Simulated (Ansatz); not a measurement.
## AlGa$_{3}$As$_{4}$: single-point calculation

- system: AlGa$_{3}$As$_{4}$ (P3m1, 8 atoms in the cell)
- method: DFT r2SCAN, scalar-relativistic, plane waves, PAW, no spin polarisation (Ansatz 0.2.0)

The structure was made by swapping elements on the sites of another compound; it need not be a known phase. It belongs to a series of runs on one base structure; here: In -> Al, N -> As on all its sites, cell and atoms relaxed. Figures and captions count atoms from 1; the log counts them from 0 in places.

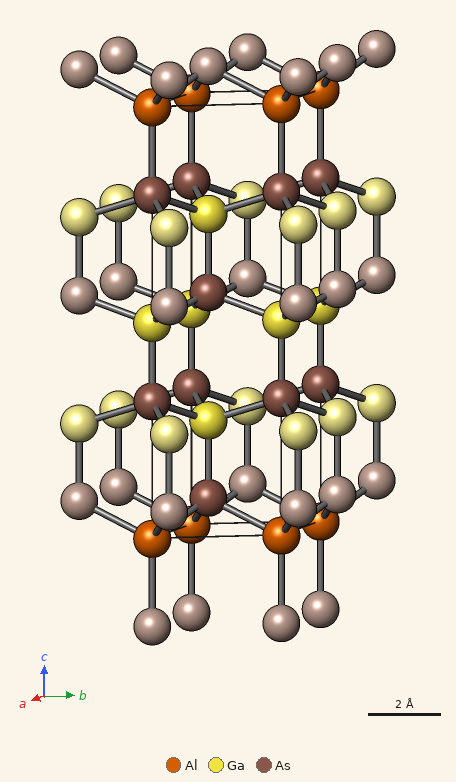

Figure 1. The structure as given in the input (ball-and-stick view of the cell of the calculation, seen slightly off an axis; neighbours outside the cell are drawn fainter). Near neighbours in the crystal (not all of them lie inside the picture): Al has 4 As at 2.36 to 2.47 Å; Ga has 4 As at 2.18 to 2.25 Å; As has 3 Al at 2.36 Å and 1 Ga at 2.18 Å; As has 4 Ga at 2.21 to 2.25 Å; As has 1 Al at 2.47 Å and 3 Ga at 2.25 Å.

Key numbers:

| quantity | value |
| --- | --- |
| outcome | converged |
| space group (tolerance 0.01 Å) | P3m1 (156) |
| electrons treated | 102 |
| free energy | −31370.0814 eV |
| Fermi energy | 11.553 eV |
| gap on the k-point mesh | 1.16 eV |
| pressure | 28.79 GPa |
| largest force (length of the vector) | 3.473 eV/Å |
| hardware | 2 threads of Oxide Virtual Turin-like (Zen 5), 32 GiB of memory available, shared host |
| wall time | 13 s (CPU time 24 s) |
| peak memory | 0.78 GiB |

Notes:

The cell is under a pressure of 29 GPa at this level, so it is not at its equilibrium volume.

Input file:
```yaml
crystal:
  lattice:
    - [3.7101357124, 0.0, 0.0]
    - [-1.8550678562, 3.2130717784, 0.0]
    - [0.0, 0.0, 12.1730299025]
  atoms:
    - { symbol: Al, position: [0.0, 0.0, 0.9981797115] }
    - { symbol: Ga, position: [0.6666666667, 0.3333333333, 0.259485315] }
    - { symbol: Ga, position: [0.6666666667, 0.3333333333, 0.7377092299] }
    - { symbol: Ga, position: [0.0, 0.0, 0.4984600077] }
    - { symbol: As, position: [0.6666666667, 0.3333333333, 0.0800988601] }
    - { symbol: As, position: [0.6666666667, 0.3333333333, 0.555974854] }
    - { symbol: As, position: [0.0, 0.0, 0.3167826188] }
    - { symbol: As, position: [0.0, 0.0, 0.795110403] }
basis:
  ecutwfc: 500
kpoints:
  mp_grid: { grid: [6, 6, 2] }
hamiltonian:
  xc: r2scan
scf:
  occupations: { method: gaussian, width: 0.1 }
output:
  forces: true
  stress: true
  eigenvalues: true
```

Command:
```bash
ansatz run input.yaml --threads 2 --pin off --max-ram 5120MiB --backend cpu --events-out ev --progress --plain --runs-dir out
```

The program's output:
```
Engine: ansatz 0.2.0, x86_64-unknown-linux-gnu
Pseudopotentials: kind: paw
Pseudopotential: Al, paw, valence charge 3, recommended cutoff 500 eV (meta_gga), Al.paw.azcp
Pseudopotential: Ga, paw, valence charge 13, recommended cutoff 500 eV (meta_gga), Ga.paw.azcp
Pseudopotential: As, paw, valence charge 15, recommended cutoff 500 eV (meta_gga), As.paw.azcp
Functional definition: r2SCAN
  parameter k0 = 0.174
  parameter k1 = 0.065
  parameter a1 = 4.9479
  exchange = r2scan_x(k0 = k0, k1 = k1, a1 = a1)
  correlation = r2scan_c
Crystal: 8 atoms, lattice volume = 145.114 Å³
Basis set: ecut = 500 eV, 3657 PW (Γ), exchange–correlation on 120×120×360 points (64 copies of the dense FFT grid, shifted against one another)
Bands: 62, of which v1, the nominal top of the filled ones, is band 51 counted from 1 (50 counted from 0)
Symmetry: 6 space group operations
Space group: P3m1 (ITA 156), of the structure as read, at distance tolerance 5.3e-5 Å
k-points: 14 of 72 (time reversal used)
Non-local potential: Al, projectors of the file, l = 0: 2, l = 1: 2, l = 2: 1
Non-local potential: Ga, projectors of the file, l = 0: 2, l = 1: 2, l = 2: 3, l = 3: 1
Non-local potential: As, projectors of the file, l = 0: 2, l = 1: 2, l = 2: 3, l = 3: 1
PAW form: soft (Blöchl's): semilocal exchange-correlation on the pseudo side does not see the compensation charge
PAW frozen core: Al, regenerated for the run's functional (the file was generated under x = pbe(κ = 0.804, μ = 0.2195149727645171), c = pbe(β = 0.06672455060314922))
PAW frozen core: Ga, regenerated for the run's functional (the file was generated under x = pbe(κ = 0.804, μ = 0.2195149727645171), c = pbe(β = 0.06672455060314922))
PAW frozen core: As, regenerated for the run's functional (the file was generated under x = pbe(κ = 0.804, μ = 0.2195149727645171), c = pbe(β = 0.06672455060314922))
PAW one-centre angular grid: Al, 302 points (default); XC on 160 Gauss nodes
PAW one-centre angular grid: Ga, 590 points (default); XC on 160 Gauss nodes
PAW one-centre angular grid: As, 590 points (default); XC on 160 Gauss nodes
Initial density: superposition of atomic densities (neutral atoms: chi_scale 0, normalization atom), corrected by the library's trained network
Initial wavefunctions: pseudopotential atomic-orbital guess
Functional: x = r2scan, c = r2scan; τ floored in thin density (d = 2e-4 eV/Å³)
SCF iter   1: F=—  HF=-31369.964665 eV  |F-HF|=—  |Δ(HF+E_count)|=         —  Δρ=7.31e-3  dr2=5.51e-2  dr2_τ=5.33e-2  ethr=1.77e-3  ⟨swp⟩=6.7  Hψ=3522  notcnv=0  defer=1
preconditioner: auto → Resta (q_TF=auto, 2.573 Å⁻¹)  ε∞=3.4  [insulator: Δε(μ)=1.152 eV  Ē_g=15.649 eV  σ=0.100 eV  W_gap=1.00  n_scr=50 (ndim 8)  ℏωp=24.3 eV  f_vac=0.028  D(μ)=0.00/eV (n_scr^D=0)  ε∞_Penn≈3.4]
SCF iter   2: F=—  HF=-31370.081843 eV  |F-HF|=—  |Δ(HF+E_count)|=   1.17e-1  Δρ=2.52e-3  dr2=8.21e-3  dr2_τ=1.64e-4  ethr=5.40e-5  ⟨swp⟩=2.0  Hψ=1814  notcnv=0  defer=62
SCF iter   3: F=—  HF=-31370.081408 eV  |F-HF|=—  |Δ(HF+E_count)|=   4.35e-4  Δρ=1.89e-3  dr2=3.62e-3  dr2_τ=2.56e-5  ethr=8.05e-6  ⟨swp⟩=2.0  Hψ=1240  notcnv=0  defer=34
automatic band count: iteration 3 solves 60 bands in place of 62: the levels show a gap, and the empty bands left out lie too high to hold charge; the band table lists the bands solved (type scf.n_extra_bands for more)
SCF iter   4: F=—  HF=-31370.081566 eV  |F-HF|=—  |Δ(HF+E_count)|=   1.58e-4  Δρ=4.60e-4  dr2=4.88e-4  dr2_τ=5.32e-6  ethr=3.55e-6  ⟨swp⟩=2.1  Hψ=1229  notcnv=0  defer=34
SCF iter   5: F=—  HF=-31370.081388 eV  |F-HF|=—  |Δ(HF+E_count)|=   1.78e-4  Δρ=1.51e-4  dr2=2.59e-5  dr2_τ=6.15e-7  ethr=4.79e-7  ⟨swp⟩=2.0  Hψ=1520  notcnv=0  defer=34
SCF iter   6: F=—  HF=-31370.081415 eV  |F-HF|=—  |Δ(HF+E_count)|=   2.67e-5  Δρ=4.92e-5  dr2=4.66e-6  dr2_τ=7.10e-8  ethr=2.54e-8  ⟨swp⟩=2.6  Hψ=1231  notcnv=0  defer=34
SCF iter   7: F=—  HF=-31370.081416 eV  |F-HF|=—  |Δ(HF+E_count)|=   1.57e-6  Δρ=1.60e-5  dr2=4.68e-7  dr2_τ=4.23e-9  ethr=4.56e-9  ⟨swp⟩=2.0  Hψ=1478  notcnv=0  defer=34
SCF iter   8: F=-31370.081416 eV  HF=-31370.081416 eV  |F-HF|=1.68e-9  |Δ(HF+E_count)|=   6.95e-8  Δρ=4.24e-6  dr2=3.28e-8  dr2_τ=3.39e-10  ethr=9.80e-11  ⟨swp⟩=9.6  Hψ=3615  notcnv=0
SCF 1 converged in 8 iterations: F = -31370.081416 eV  dr2 = 3.28e-8
  greatest PAW one-centre occupation: 0.999 electrons in one spin orbital (limit 2), on the As atom at site 5 (counted from 0), in its partial waves of l = 2
```

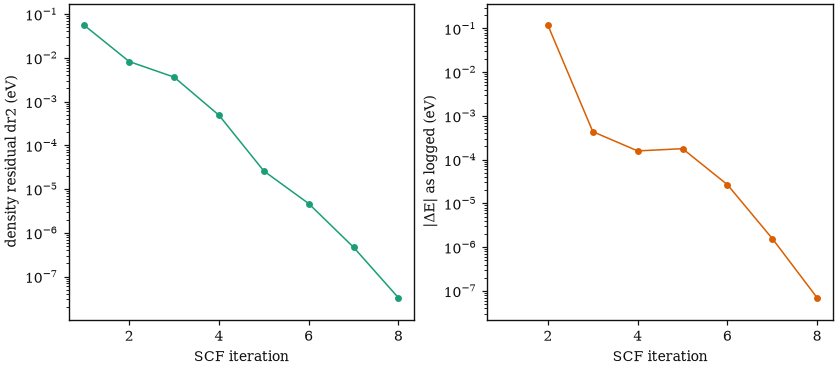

Figure 2. Convergence of the self-consistent field: density residual dr2 and size of the energy change against the SCF iteration. The residual falls at every step.

```
SCF converged after 8 iterations
Free energy (F): -31370.081416 eV
Harris-Foulkes:  -31370.081416 eV  (|F-HF|=1.68e-9)
Internal energy: -31370.081416 eV  (E = F + TS)
E sigma→0 (E₀):  -31370.081416 eV
Fermi energy:    11.553220 eV
--- Per-component energies (eV) ---
  E_band       = -1008.642346
  E_kinetic    = 813.906931
  E_local      = -14991.486671  (includes V_loc(G=0)·N_el)
  E_nonlocal   = -1391.745971
  E_hartree    = 7743.519537
  E_xc         = -537.763425
  E_vxc        = -570.752561  (∫ρ·V_xc dr)
  E_paw        = -13868.800116  (= ΣΔE_a)
  E_vpaw       = -384.493437  (= ΣTr[D̂ρ^β])
  E_aug_tail   = -0.000142  (compensation charges beyond the density's cutoff)
  E_vtau       = 28.896441  (kinetic-family band-sum trace: ∫τ·v_τ [+ j·A + Jᵃ·Aᵃ] dr)
  E_ewald      = -9129.862610
  E_core_change = -7.848949  (= ΣΔE_core)
  E_smearing   = -0.000000  (= −TS)
  E_closure    = 0.000000  (closes the sum)
  Σ components = -31370.081416   (vs F -31370.081416, Δ=0.00e0)
--- Forces (eV/Å), atoms counted from 1 ---
  atom   1  Al     0.00000000     0.00000000    -0.20249720
  atom   2  Ga     0.00000000    -0.00000000     0.65183438
  atom   3  Ga     0.00000000    -0.00000000     0.81403831
  atom   4  Ga     0.00000000     0.00000000     0.46112781
  atom   5  As     0.00000000     0.00000000    -3.47286097
  atom   6  As     0.00000000    -0.00000000    -0.44436251
  atom   7  As     0.00000000     0.00000000    -0.54008441
  atom   8  As     0.00000000     0.00000000     2.73286974
  max |Σ_I F_I| component: 6.52e-5 eV/Å
--- Stress (GPa, compression-positive) ---
       26.941877       0.000000       0.000000
        0.000000      26.941877      -0.000000
       -0.000000      -0.000000      32.483454
  P = ⅓ Tr σ = 28.7891 GPa (287.891 kbar)
--- Band table (eV; the first three rows and the last of 14) ---
  k-point 0: bands = ["-25.3985", "-25.3917", "-25.3917", "-25.3757", "-25.3692", "-25.3692", "-25.3673", "-25.3673", "-25.3445", "-25.3445", "-25.2624", "-25.2624", "-25.2418", "-25.2301", "-25.2301", "-24.7255", "-24.6910", "-24.6910", "-24.6458", "-24.6458", "-5.3280", "-5.2318", "-5.1143", "-5.0584", "-5.0584", "-5.0398", "-5.0398", "-4.9847", "-4.9847", "-4.9128", "-4.9128", "-4.8872", "-4.8872", "-4.8316", "-4.8316", "-4.3679", "-3.4484", "-2.6406", "-1.3218", "2.7624", "5.8936", "6.4562", "9.0516", "9.0516", "9.7446", "9.7446", "10.2438", "10.2438", "10.7109", "10.9755", "10.9755", "12.4605", "13.3457", "13.7986", "14.6385", "14.6665", "14.6665", "15.5138", "15.5346", "15.5346"]
  k-point 1: bands = ["-25.3985", "-25.3917", "-25.3917", "-25.3757", "-25.3692", "-25.3692", "-25.3673", "-25.3673", "-25.3446", "-25.3446", "-25.2624", "-25.2624", "-25.2418", "-25.2301", "-25.2301", "-24.7255", "-24.6910", "-24.6910", "-24.6458", "-24.6458", "-5.3283", "-5.2303", "-5.1180", "-5.0584", "-5.0584", "-5.0398", "-5.0398", "-4.9847", "-4.9847", "-4.9128", "-4.9128", "-4.8872", "-4.8872", "-4.8316", "-4.8316", "-4.3244", "-3.6237", "-2.2440", "-1.6678", "3.5288", "4.1776", "8.6307", "9.0898", "9.0898", "9.1191", "9.5885", "9.5885", "10.5313", "10.5313", "10.7976", "10.7976", "12.4881", "13.2300", "14.4620", "14.7315", "14.7315", "15.0249", "15.2359", "15.2359", "15.6835"]
  k-point 2: bands = ["-25.3980", "-25.3920", "-25.3910", "-25.3751", "-25.3695", "-25.3686", "-25.3675", "-25.3669", "-25.3448", "-25.3442", "-25.2626", "-25.2615", "-25.2412", "-25.2304", "-25.2299", "-24.7250", "-24.6914", "-24.6911", "-24.6458", "-24.6448", "-5.3295", "-5.2466", "-5.1260", "-5.1008", "-5.0437", "-5.0325", "-5.0222", "-4.9879", "-4.9670", "-4.9218", "-4.9114", "-4.8999", "-4.8859", "-4.8440", "-4.8306", "-3.9355", "-3.0795", "-2.3123", "-1.0503", "3.0182", "5.7529", "6.2246", "7.0038", "7.9940", "8.3565", "8.4020", "8.9902", "9.1026", "9.6556", "10.2296", "10.5480", "13.2271", "13.8640", "14.3382", "14.8904", "15.3630", "15.4743", "15.8779", "16.0933", "16.5137"]
  k-point 13: bands = ["-25.3960", "-25.3912", "-25.3905", "-25.3729", "-25.3685", "-25.3685", "-25.3669", "-25.3664", "-25.3442", "-25.3442", "-25.2611", "-25.2607", "-25.2391", "-25.2304", "-25.2302", "-24.7230", "-24.6922", "-24.6919", "-24.6437", "-24.6432", "-5.3397", "-5.3218", "-5.1712", "-5.1136", "-5.0243", "-4.9945", "-4.9797", "-4.9539", "-4.9291", "-4.9224", "-4.9105", "-4.9014", "-4.8904", "-4.8571", "-4.8410", "-1.0069", "-0.9775", "-0.6469", "-0.5650", "2.9482", "3.0040", "3.2403", "4.6379", "4.8580", "5.2136", "6.4504", "6.9469", "7.4416", "7.6774", "7.8362", "7.9631", "13.3559", "13.7836", "15.0277", "15.0707", "15.6482", "15.6802", "17.9855", "18.0662", "18.0776"]
```

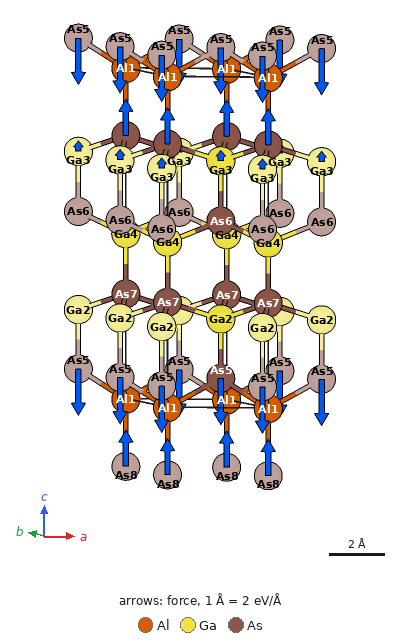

Figure 3. Forces on the atoms as blue arrows (ball-and-stick view of the cell of the calculation, seen at an oblique angle; neighbours outside the cell are drawn fainter; atoms are numbered from 1 in the order of the input); the smallest are left out. The largest act on As5 (3.47 eV/Å); As8 (2.73 eV/Å). The geometry is not a stationary point of this energy.
